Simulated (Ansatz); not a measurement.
Band edges of AgI (space group P6_3mc, No. 186).

Input

```yaml
crystal:
  lattice:
    - [4.59, 0.0, 0.0]
    - [-2.295, 3.9750566, 0.0]
    - [0.0, 0.0, 7.52]
  atoms:
    - { symbol: Ag, position: [0.66666667, 0.33333333, 0.63] }
    - { symbol: Ag, position: [0.33333333, 0.66666667, 0.13] }
    - { symbol: I, position: [0.66666667, 0.33333333, 0.0] }
    - { symbol: I, position: [0.33333333, 0.66666667, 0.5] }
basis:
  ecutwfc: 420
kpoints:
  mp_grid: { grid: [12, 12, 6] }
hamiltonian:
  xc: pbe
scf:
  occupations: { method: gaussian, width: 0.05 }
output:
  forces: true
  eigenvalues: true
  eigenstates:
    nscf_kmesh: { grid: [30, 30, 16] }
    top_band: c6
    de_dk: true
    localisation: true
  stress: true
checkpoint:
  write: ck
  compress: false
  write_wavefunctions: false
  write_every: 100000
```

Command:

```sh
ansatz run input.yaml --threads 1 --pin off --max-ram 3072MiB --backend cpu --events-out ev --progress --plain --runs-dir out
```

The program printed:

```
Warning: RAYON_NUM_THREADS=1 ignored (pool sized by the plan → 1); use --threads N
Engine: ansatz 0.2.0, x86_64-unknown-linux-gnu
Pseudopotentials: kind: paw
Pseudopotential: Ag, paw, valence charge 19, recommended cutoff 420 eV (normal), Ag.paw.azcp
Pseudopotential: I, paw, valence charge 17, recommended cutoff 420 eV (normal), I.paw.azcp
Functional definition: PBE
  parameter kappa = 0.804
  parameter beta = 0.06672455060314922
  exchange = pbe_x(kappa = kappa, mu = beta*pi^2/3)
  correlation = pbe_c(beta = beta)
Crystal: 4 atoms, lattice volume = 137.206 Å³
Basis set: ecut = 420 eV, 2731 PW (Γ), exchange–correlation on 64×64×108 points (8 copies of the dense FFT grid, shifted against one another)
Bands: 44, of which v1, the nominal top of the filled ones, is band 36 counted from 1 (35 counted from 0)
Symmetry: 12 space group operations
Space group: P63mc (ITA 186), of the structure as read, at distance tolerance 5.2e-5 Å
k-points: 76 of 864 (time reversal used)
Non-local potential: Ag, projectors of the file, l = 0: 3, l = 1: 2, l = 2: 2, l = 3: 1
Non-local potential: I, projectors of the file, l = 0: 2, l = 1: 2, l = 2: 2, l = 3: 2
PAW form: soft (Blöchl's): semilocal exchange-correlation on the pseudo side does not see the compensation charge
PAW one-centre angular grid: Ag, 590 points (default); XC on 64 Gauss nodes
PAW one-centre angular grid: I, 590 points (default); XC on 64 Gauss nodes
Initial density: superposition of atomic densities (neutral atoms: chi_scale 0, normalization atom), corrected by the library's trained network
Initial wavefunctions: pseudopotential atomic-orbital guess
Functional: x = pbe(κ = 0.804, μ = 0.2195149727645171), c = pbe(β = 0.06672455060314922)
SCF iter   1: F=—  HF=-30207.963178 eV  |F-HF|=—  |Δ(HF+E_count)|=         —  Δρ=9.50e-4  dr2=2.13e-3  ethr=1.77e-3  ⟨swp⟩=8.2  Hψ=14799  notcnv=0  defer=39
SCF iter   2: F=—  HF=-30207.963944 eV  |F-HF|=—  |Δ(HF+E_count)|=   7.66e-4  Δρ=6.35e-4  dr2=8.90e-4  ethr=2.96e-6  ⟨swp⟩=2.9  Hψ=5607  notcnv=0  defer=83
SCF iter   3: F=—  HF=-30207.963978 eV  |F-HF|=—  |Δ(HF+E_count)|=   3.44e-5  Δρ=3.48e-4  dr2=1.68e-4  ethr=1.24e-6  ⟨swp⟩=2.0  Hψ=4474  notcnv=0  defer=83
SCF iter   4: F=—  HF=-30207.964001 eV  |F-HF|=—  |Δ(HF+E_count)|=   2.24e-5  Δρ=1.13e-4  dr2=1.77e-5  ethr=2.33e-7  ⟨swp⟩=2.0  Hψ=4995  notcnv=0  defer=83
SCF iter   5: F=—  HF=-30207.964028 eV  |F-HF|=—  |Δ(HF+E_count)|=   2.74e-5  Δρ=4.32e-5  dr2=3.94e-6  ethr=2.46e-8  ⟨swp⟩=2.0  Hψ=4305  notcnv=0  defer=83
SCF iter   6: F=—  HF=-30207.964034 eV  |F-HF|=—  |Δ(HF+E_count)|=   5.98e-6  Δρ=1.16e-5  dr2=2.39e-7  ethr=5.47e-9  ⟨swp⟩=2.0  Hψ=4488  notcnv=0  defer=83
SCF iter   7: F=—  HF=-30207.964034 eV  |F-HF|=—  |Δ(HF+E_count)|=   3.78e-7  Δρ=6.62e-6  dr2=7.09e-8  ethr=3.32e-10  ⟨swp⟩=2.0  Hψ=5248  notcnv=0  defer=83
SCF iter   8: F=—  HF=-30207.964035 eV  |F-HF|=—  |Δ(HF+E_count)|=   5.46e-8  Δρ=1.26e-6  dr2=2.51e-9  ethr=9.85e-11  ⟨swp⟩=2.0  Hψ=4488  notcnv=0  defer=83
SCF iter   9: F=—  HF=-30207.964035 eV  |F-HF|=—  |Δ(HF+E_count)|=   6.23e-9  Δρ=4.54e-7  dr2=3.29e-10  ethr=3.48e-12  ⟨swp⟩=2.0  Hψ=4495  notcnv=0  defer=83
SCF iter  10: F=—  HF=-30207.964035 eV  |F-HF|=—  |Δ(HF+E_count)|=  4.91e-10  Δρ=1.08e-7  dr2=2.22e-11  ethr=1.00e-12  ⟨swp⟩=2.0  Hψ=4361  notcnv=0  defer=83
SCF iter  11: F=-30207.964035 eV  HF=-30207.964035 eV  |F-HF|=1.46e-11  |Δ(HF+E_count)|=  1.09e-11  Δρ=4.52e-8  dr2=3.44e-12  ethr=1.00e-12  ⟨swp⟩=12.2  Hψ=17883  notcnv=0
SCF 1 converged in 11 iterations: F = -30207.964035 eV  dr2 = 3.44e-12
  greatest PAW one-centre occupation: 1.000 electrons in one spin orbital (limit 2), on the Ag atom at site 1 (counted from 0), in its partial waves of l = 0
NSCF: frozen V_eff on 819 k-points
SCF converged after 11 iterations
Free energy (F): -30207.964035 eV
Harris-Foulkes:  -30207.964035 eV  (|F-HF|=1.46e-11)
Internal energy: -30207.964035 eV  (E = F + TS)
E sigma→0 (E₀):  -30207.964035 eV
Fermi energy:    7.461207 eV
--- Per-component energies (eV) ---
  E_band       = -1560.849720
  E_kinetic    = 1434.180843
  E_local      = -11048.260587  (includes V_loc(G=0)·N_el)
  E_nonlocal   = -16.161907
  E_hartree    = 5228.800445
  E_xc         = -623.283779
  E_vxc        = -723.470110  (∫ρ·V_xc dr)
  E_paw        = -17442.101737  (= ΣΔE_a)
  E_vpaw       = -1664.739324  (= ΣTr[D̂ρ^β])
  E_aug_tail   = 0.000604  (compensation charges beyond the density's cutoff)
  E_ewald      = -7741.137916
  E_smearing   = -0.000000  (= −TS)
  E_closure    = 0.000000  (closes the sum)
  Σ components = -30207.964035   (vs F -30207.964035, Δ=0.00e0)
--- Forces (eV/Å), atoms counted from 1 ---
  atom   1  Ag     0.00000000     0.00000000    -0.08234568
  atom   2  Ag    -0.00000000    -0.00000000    -0.08234568
  atom   3  I      0.00000000     0.00000000     0.08234598
  atom   4  I      0.00000000    -0.00000000     0.08234598
  max |Σ_I F_I| component: 6.08e-7 eV/Å
--- Stress (GPa, compression-positive) ---
        1.614324       0.000000       0.000000
        0.000000       1.614324      -0.000000
        0.000000       0.000000       2.238637
  P = ⅓ Tr σ = 1.8224 GPa (18.224 kbar)
--- Band table (eV; the first three rows and the last of 76) ---
  k-point 0: bands = ["-83.7678", "-83.7678", "-47.2898", "-47.2896", "-47.2824", "-47.2824", "-47.2824", "-47.2824", "-38.0369", "-38.0366", "-38.0325", "-38.0325", "-38.0325", "-38.0325", "-38.0266", "-38.0266", "-38.0266", "-38.0266", "-6.0206", "-5.7259", "2.5413", "2.6072", "2.6175", "2.6175", "2.7805", "2.7805", "3.6739", "3.6739", "3.7621", "3.7621", "3.8440", "6.0265", "6.0265", "6.7381", "6.7727", "6.7727", "8.1485", "9.4681", "12.5600", "12.5600", "12.6974", "13.4843", "13.4843", "14.1436"]
  k-point 1: bands = ["-83.7678", "-83.7678", "-47.2897", "-47.2896", "-47.2824", "-47.2824", "-47.2824", "-47.2824", "-38.0369", "-38.0366", "-38.0325", "-38.0325", "-38.0324", "-38.0324", "-38.0266", "-38.0266", "-38.0266", "-38.0266", "-6.0018", "-5.7466", "2.5242", "2.5582", "2.6257", "2.6257", "2.7663", "2.7663", "3.6819", "3.6819", "3.7588", "3.7588", "4.0280", "6.0737", "6.0737", "6.3832", "6.7194", "6.7194", "8.5129", "9.4903", "12.5045", "12.5903", "12.5903", "13.3740", "13.3740", "13.8088"]
  k-point 2: bands = ["-83.7678", "-83.7678", "-47.2897", "-47.2897", "-47.2824", "-47.2824", "-47.2824", "-47.2824", "-38.0368", "-38.0367", "-38.0325", "-38.0325", "-38.0324", "-38.0324", "-38.0266", "-38.0266", "-38.0266", "-38.0266", "-5.9496", "-5.8023", "2.4864", "2.4867", "2.6499", "2.6499", "2.7304", "2.7304", "3.7023", "3.7023", "3.7474", "3.7474", "4.4839", "5.7425", "6.2044", "6.2044", "6.5766", "6.5766", "9.1027", "9.5288", "12.2677", "12.6921", "12.6921", "13.0910", "13.1283", "13.1283"]
  k-point 75: bands = ["-83.7678", "-83.7678", "-47.2897", "-47.2897", "-47.2824", "-47.2824", "-47.2824", "-47.2824", "-38.0367", "-38.0367", "-38.0326", "-38.0326", "-38.0324", "-38.0324", "-38.0266", "-38.0266", "-38.0266", "-38.0266", "-5.6562", "-5.6562", "2.5526", "2.5526", "2.7499", "2.7499", "3.0216", "3.0216", "3.6775", "3.6775", "3.9071", "3.9071", "4.0253", "4.0253", "4.8762", "4.8762", "5.6463", "5.6463", "10.7066", "10.7066", "12.4415", "12.4415", "12.7353", "12.7353", "14.9914", "14.9914"]
--- Fermi surface from the table of eigenstates not read: on its mesh, or on one of the eight of every second point, the electrons fill whole bands (an insulator's do; a metal wants a denser output.eigenstates.nscf_kmesh) ---
```

Computed with DFT PBE, scalar-relativistic, plane waves, PAW; levels and slopes on a dense k mesh at the converged density in Ansatz 0.2.0. No spin polarisation. Mesh 30×30×16, interpolated with the band slopes. Cell and positions as given, without relaxation.

Masses come from a second pass at points close to the extrema; at the energies drawn a band may no longer be parabolic.

The gap is direct, 1.38 eV at this level of theory (semilocal functionals give gaps that are too small, and can reorder valleys that lie close).

Valence band: one maximum at Γ, two bands meeting there, with masses of 0.19 and 1.54 mₑ along x, 0.19 and 1.54 mₑ along y and 1.35 mₑ along z. Band 36 forms the valence edge; band 35 meets it there and band 34 begins 0.03 eV lower (at Γ).
Conduction band: one minimum at Γ, principal masses 0.16, 0.18 and 0.18 mₑ. Band 37 forms the conduction edge. Another band lies within 0.06 eV there, so the masses may hold only close to the extrema.

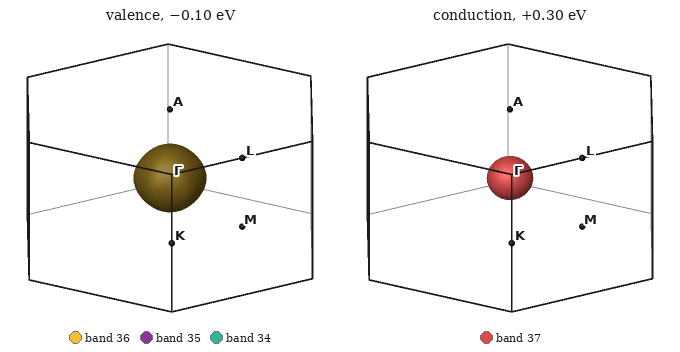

Constant-energy surfaces near the two band edges, measured from each edge.

Where one band's surface lies inside another's, the outer one hides all or part of it.

Spin-orbit coupling, left out here, can change the gap, its kind, the place of the band edges and the masses, since the compound holds Ag and I.

Time for the whole run: 4.9 min on 1 thread of Intel(R) Xeon(R) Platinum 8488C (Sapphire Rapids), on a shared host, peak memory 2.2 GiB.
